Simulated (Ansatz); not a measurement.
## Electronic structure of CaO in real space

Input

```
crystal:
  lattice:
    - [0.0, 2.4065, 2.4065]
    - [2.4065, 0.0, 2.4065]
    - [2.4065, 2.4065, 0.0]
  atoms:
    - { symbol: Ca, position: [0.0, 0.0, 0.0] }
    - { symbol: O, position: [0.5, 0.5, 0.5] }
kpoints:
  mp_grid: { grid: [14, 14, 14] }
scf:
  occupations: { method: fermi_dirac, width: 0.05 }
hamiltonian:
  xc: pbesol
  pseudopotentials: { kind: paw }
relax:
  f_tol: 0.002
  max_steps: 80
  cell: {}
output:
  forces: true
  stress: true
  write_density: true
  write_potential: true
  elf: true
  volumetric_format: npy
```

Command:

```sh
ansatz run input.yaml --threads 2 --pin off --max-ram 5120MiB --backend cpu --events-out ev --progress --plain --runs-dir out
```

Below, planes, directions and counts refer to the conventional cell (a = 4.77 Å, b = 4.77 Å, c = 4.77 Å, α = 90.00°, β = 90.00°, γ = 90.00°).

The fields are those of the relaxed geometry.

Space group Fm-3m.

Level of theory: DFT, PBEsol, PAW with Ansatz's default frozen-core files, scalar-relativistic; relaxation of cell and atoms in Ansatz.

The density is the valence pseudo-density of a PAW calculation; it isn't the true density close to the nuclei.

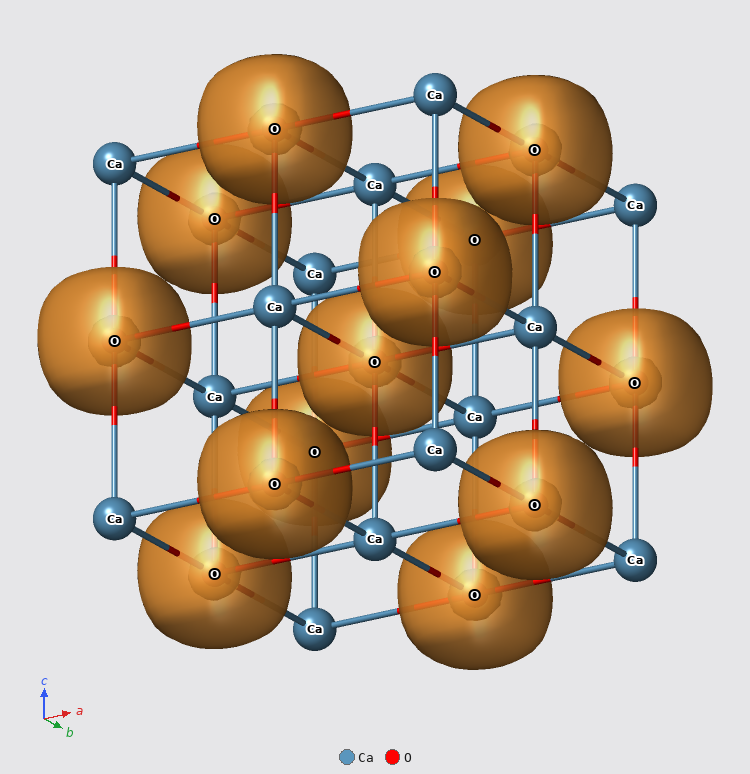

Figure 1. Isosurface of the ELF at 0.65 (orange), seen at an oblique angle. Only the valence region is drawn (cores and ρ < 0.01 e/Å³ removed). Sticks mark near contacts.

Q: Where are the electrons localised?

A: The surface consists of four regions wrapped around O (the valence shell of each), counted in one cell of 8 atoms. Any copies at cell faces, edges or corners count once. Profiles from the grid: Ca–O (2.38 Å): the ELF is about 0.10 at the midpoint; an ionic contact with no shared pair.

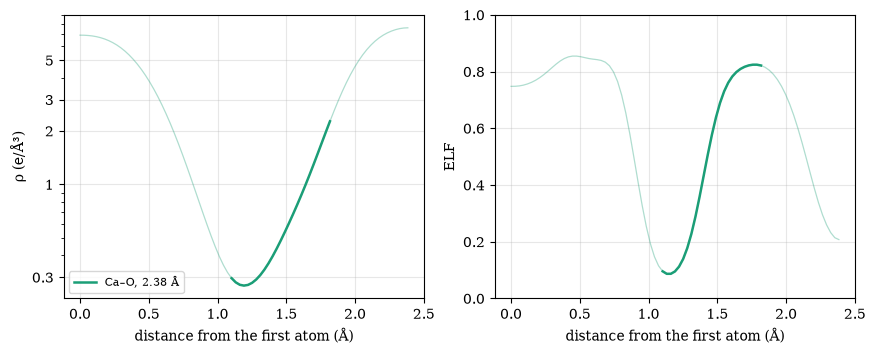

Figure 2. Valence pseudo-density and electron localisation function along straight lines between neighbouring atoms. Thin, pale parts lie inside the atomic spheres.

Q: What can be read from the curves?

A: Ca–O (2.38 Å): ρ is about 0.27 e/Å³ halfway; the ELF is about 0.10 at the midpoint; an ionic contact with no shared pair.

Q: Does the calculation make it a metal, or give it a gap?

A: It is gapped, with a Kohn–Sham gap of 3.5 eV on the k-point mesh (the band edges may lie off the mesh, which would make the gap smaller).
